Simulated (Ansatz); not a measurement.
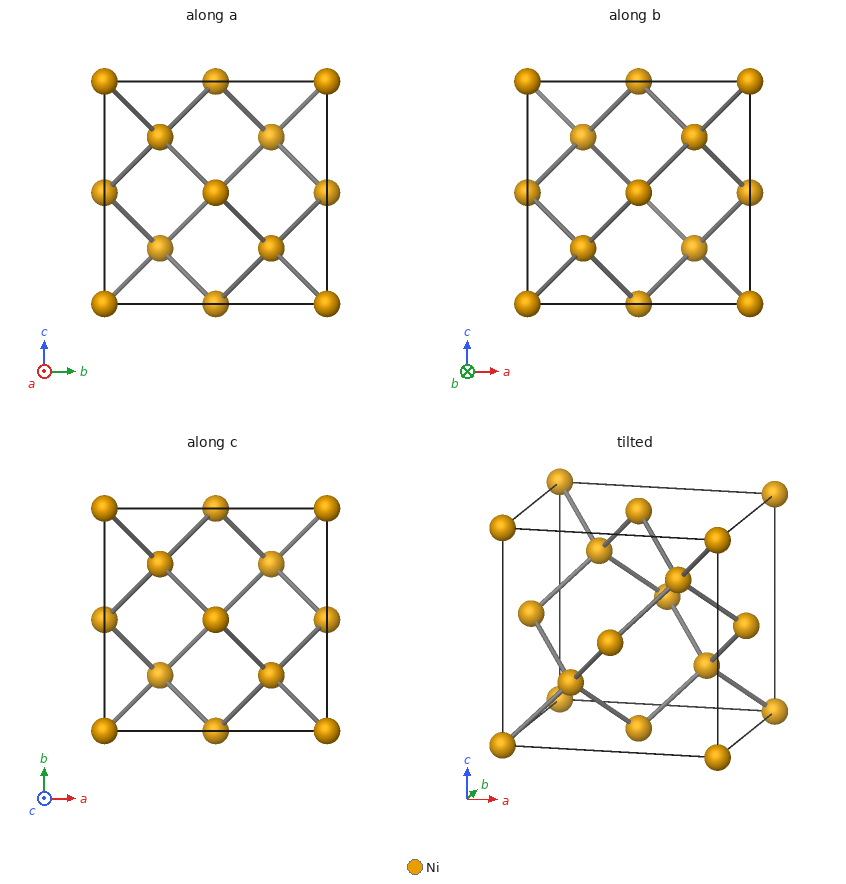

The crystal in a ball-and-stick representation, seen along the a axis, along the b axis, along the c axis and slightly off an axis. The lines enclose the conventional unit cell; boundary atoms appear with their images.

Lattice parameters: a = 5.099 Å, b = 5.099 Å, c = 5.099 Å, α = 90.00°, β = 90.00°, γ = 90.00°.

### Reconstruct the structure as a table of Wyckoff sites.

Space group Fd-3m:1 (No. 227).
| atom | site | x | y | z |
| --- | --- | --- | --- | --- |
| Ni | 8a | 0.0000 | 0.5000 | 0.5000 |

The model was built from a structure type filled with this element by a generator (whether the element takes this form wasn't checked). The picture shows the end point of a geometry optimisation with Ansatz 0.2.0, DFT PBE, scalar-relativistic, plane waves, PAW.
